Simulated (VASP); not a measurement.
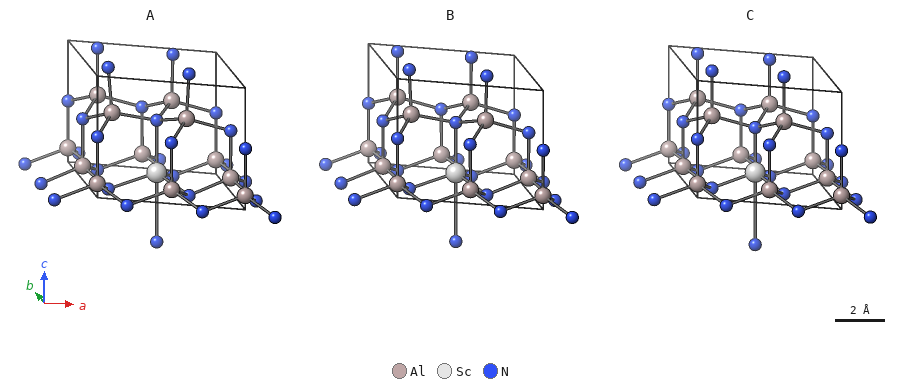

3 geometries from one relaxation of crystalline ScAl$_{7}$N$_{8}$ (a generated structure, set up in P3m1), in shuffled order. A ball-and-stick model of the cell of the calculation (origin shifted), seen slightly off an axis.

The run lets cell and atoms move.

The calculation used Kohn-Sham DFT of a periodic cell, PBE, VASP PAW PBE potentials, recommended in VASP 6.6.1. (plane-wave cutoff 520 eV; k-point mesh 4 × 4 × 5; occupations gaussian; smearing width 0.03 eV; no spin polarisation)

Order the frames from highest to lowest energy.

Answer. C, A, B. They are steps 0, 1, 12, at +1.112 eV per cell of the calculation, +0.462 eV per cell of the calculation relative to the last. After 12 geometry steps the energy has fallen by 1.112 eV per cell of the calculation. The largest force component goes from 4 to 0.0061 eV/Å. The pressure goes from 9.60 to 0.00 GPa. The atom that moves furthest relative to the cell is an N atom (0.17 Å along +c). Largest moves by element: N 0.17 Å, Sc 0.04 Å, Al 0.04 Å. The drawn cell changes as follows: a = b 6.299 → 6.369 Å (+1.1 %), c 4.970 → 5.049 Å (+1.6 %); the volume changes by +3.9 %. Among the contacts that change: N–Sc 1.898 → 2.138 Å, N–Sc 3.071 → 2.911 Å, N–Sc 1.911 → 2.043 Å, Al–N 1.898 → 1.935 Å. Among the angles between lasting bonds that change: N–Al–N 111.0° → 104.6°, Al–N–Sc 107.9° → 103.0°, Al–N–Sc 107.9° → 104.0°. The space group stays P3m1 (No. 156). It ran on 1 thread of Intel(R) Xeon(R) 6975P-C (Granite Rapids), with other jobs on the host.
